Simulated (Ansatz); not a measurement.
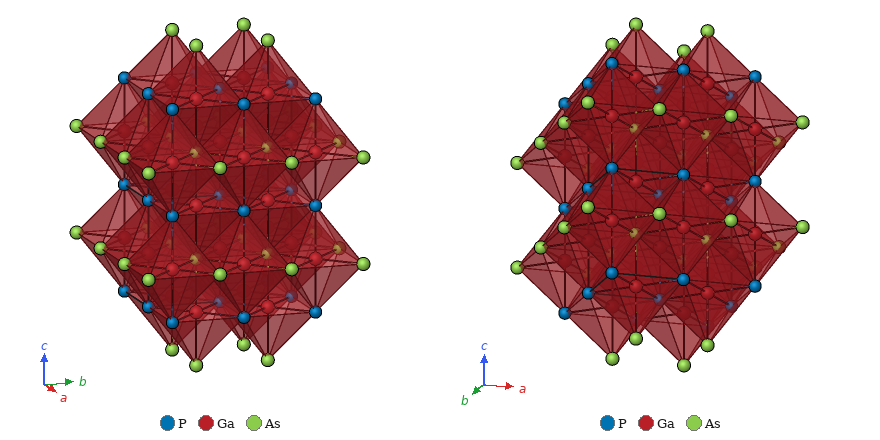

Polyhedra are drawn about Ga (bonds: As–Ga below 3 Å and Ga–P below 3 Å); other atoms are plain spheres. Two views of the same piece.

Ga2AsP (space group P4/mmm, No. 123). Coordinates: the input geometry of an electronic-structure calculation (not necessarily at equilibrium); the starting structure was generated, so it need not be a known form of this composition.

What figure surrounds each Ga atom, and what does it share with the other drawn polyhedra?

Ga(1b): GaP2As4 octahedron, sharing corners with six neighbours and edges with twelve neighbours; Ga(1c): GaP4As2 octahedron, sharing edges with twelve neighbours and corners with six neighbours.

How do these polyhedra hang together as a whole?

They form a three-dimensional framework of corner- and edge-sharing octahedra.
